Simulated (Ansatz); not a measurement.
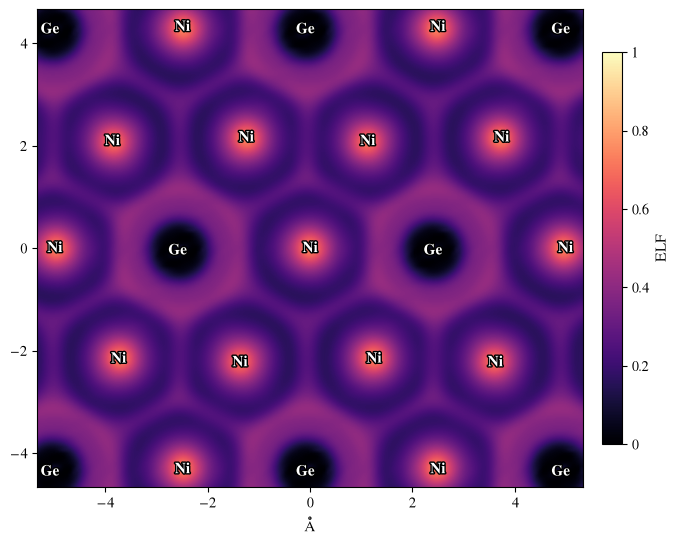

Figure. Ni3Ge. ELF on the (001) plane of the calculation cell.

Space group P4mm; a structure from a database of computed crystals, not necessarily the ambient phase; not relaxed (largest force 2.0 eV/Å); computed pressure about 3 GPa in this cell; computed without spin polarisation.

Computed with DFT PBEsol, scalar-relativistic, plane waves, PAW (Ansatz 0.2.0).

In a PAW calculation such maps are meaningful between the atoms, not at the nuclei.

```xyz
8
Lattice="-3.5249 0.0000 -3.5249 0.0000 -3.5249 -3.5249 -3.5249 -3.5249 0.0000" Properties=species:S:1:pos:R:3 pbc="T T T"
Ni   -5.2874   -3.5249   -1.8358
Ni   -1.7625   -3.5249   -1.8358
Ni   -3.5249   -1.7625   -1.8358
Ni   -3.5249   -5.2874   -1.8358
Ni   -5.2874   -5.2874   -6.9499
Ni   -1.7625   -1.7625   -3.4249
Ge   -3.5249   -3.5249   -7.0120
Ge   -3.5249   -3.5249   -3.4871
```

What do the fields say about this system?

- The plane passes through Ni and Ge nuclei.
- Ni–Ni (2.37 Å): the ELF is about 0.25 at the midpoint (no localised pair shows between them).
- Ni–Ge (2.42 Å): the ELF is about 0.35 at the midpoint.
- Ni–Ni (2.49 Å): the ELF is about 0.25 at the midpoint: no shared electron pair shows on this line.
- Ni–Ge (2.49 Å): the ELF is about 0.35 at the midpoint.
- Ni–Ge (2.57 Å): the ELF is about 0.35 at the midpoint.
- The features right at Ni lie inside the PAW spheres, where the map follows smoothed inner orbitals and isn't to be read closely.
